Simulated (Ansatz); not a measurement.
# Calculations on Ni2H

## 1. Vibrations

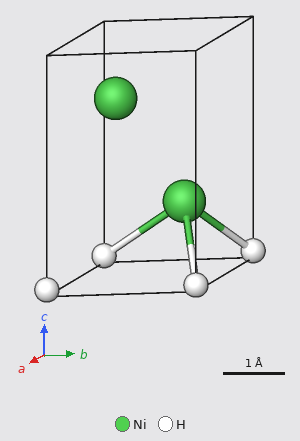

Normal modes of crystalline Ni₂H at 0.98 times its rest volume, at the zone centre. Style: ball-and-stick. Shown: the cell of the calculation, slightly off an axis.

Computed with Ansatz 0.2.0, DFT LDA, scalar-relativistic, plane waves, PAW.

The input:
```yaml
crystal:
  lattice:
    - [2.4739564205, 0.0, 0.0]
    - [-1.2369782103, 2.142509108, 0.0]
    - [0.0, 0.0, 4.090805489]
  atoms:
    - { symbol: Ni, position: [0.6666666667, 0.3333333333, 0.7682928279] }
    - { symbol: Ni, position: [0.3333333333, 0.6666666667, 0.2877071722] }
    - { symbol: H, position: [0.0, 0.0, 0.028] }
basis:
  ecutwfc: 420
kpoints:
  mp_grid: { grid: [18, 18, 10] }
hamiltonian:
  xc: lda
scf:
  occupations: { method: fermi_dirac, width: 0.15 }
output:
  eigenvalues: true
phonons:
  method: dfpt
  eigenvectors: true
```

Command:
```bash
ansatz run input.yaml --threads 1 --pin off --max-ram 3072MiB --backend cpu --events-out ev --progress --plain --runs-dir out
```

The frequencies depend somewhat on the k-mesh and the smearing.

Question: List the optical modes.

Answer: The calculation's cell holds 3 atoms, so there are 6 optical modes, in 4 levels. The optical modes span E_g + A₁g + E_u + A₂u. No level is unstable.

```tsv
level	symmetry	frequency (cm⁻¹)	activity
1	E_g	147	Raman-active
2	A₁g	320	Raman-active
3	E_u	820	infrared-active
4	A₂u	847	infrared-active
```

The crystal is a metal, so free carriers screen the infrared response.

The displacement patterns (one member of each degenerate set):

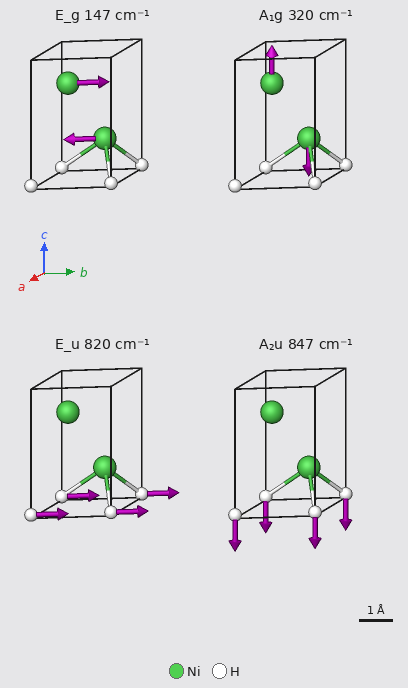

Limits of the set-up: an element that often carries a moment was run without spin polarisation.

## 2. One mode

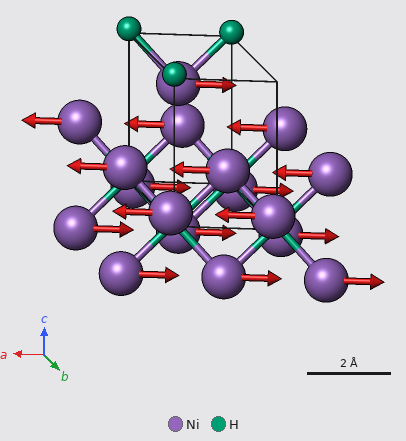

One vibrational mode of solid Ni2H at the zone centre. Displacements are drawn as red arrows; their common scale and sign are arbitrary. A ball-and-stick model of the cell of the calculation, seen from a free direction.

Theory: DFT LDA, scalar-relativistic, plane waves, PAW (Ansatz). Settings: plane-wave cutoff 420 eV; k-point mesh 18 × 18 × 10; occupations fermi dirac; smearing width 0.15 eV; no spin polarisation.

The frequencies depend somewhat on the k-mesh and the smearing.

Q: What mode is this, and where does it lie in the spectrum?

A: This is the E_g mode (doubly degenerate; one member of the set is drawn) at 4.25 THz, the lowest optical level, Raman-active by symmetry. The H atoms stay at rest; all motion is along a; atoms of one kind move against one another, with no net shift of their sublattice.

Limits of the set-up: an element that often carries a moment was run without spin polarisation.

## 3. Softest mode

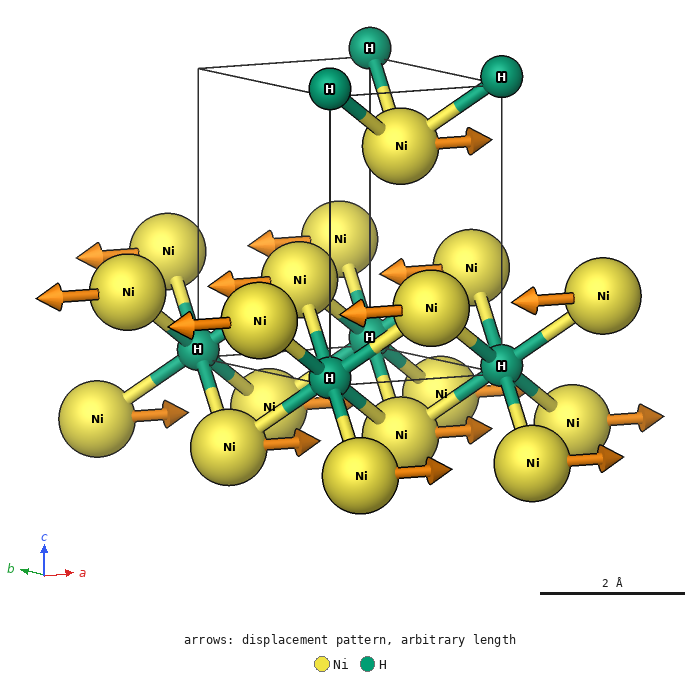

The lowest optical mode of solid Ni₂H at 1.02 times its rest volume, space group P-3m1 (No. 164), at the zone centre. Displacements are drawn as orange arrows; their common scale and sign are arbitrary. Style: ball-and-stick. Shown: the cell of the calculation, from a free direction.

The calculation used DFT LDA, scalar-relativistic, plane waves, PAW (Ansatz 0.2.0).

Input file:
```yaml
crystal:
  lattice:
    - [2.5076856925, 0.0, 0.0]
    - [-1.2538428463, 2.1717195144, 0.0]
    - [0.0, 0.0, 4.1440101659]
  atoms:
    - { symbol: Ni, position: [0.6666666667, 0.3333333333, 0.7686372884] }
    - { symbol: Ni, position: [0.3333333333, 0.6666666667, 0.2873627116] }
    - { symbol: H, position: [0.0, 0.0, 0.028] }
basis:
  ecutwfc: 420
kpoints:
  mp_grid: { grid: [18, 18, 10] }
hamiltonian:
  xc: lda
scf:
  occupations: { method: fermi_dirac, width: 0.15 }
output:
  eigenvalues: true
phonons:
  method: dfpt
  eigenvectors: true
```

Run as
```bash
ansatz run input.yaml --threads 1 --pin off --max-ram 3072MiB --backend cpu --events-out ev --progress --plain --runs-dir out
```

The frequencies depend somewhat on the k-mesh and the smearing.

### Is this crystal at a minimum with respect to the drawn distortion?

Yes: this softest mode has a real frequency, and so have all others here. That speaks for this wave vector alone: the rest of the zone wasn't checked in this run. This is the E_g mode (doubly degenerate; one member of the set is drawn) at 137 cm⁻¹, the lowest optical level, Raman-active by symmetry. The H atoms stay at rest; all motion is along a; atoms of one kind move against one another, with no net shift of their sublattice.

Limits of the set-up: an element that often carries a moment was run without spin polarisation.
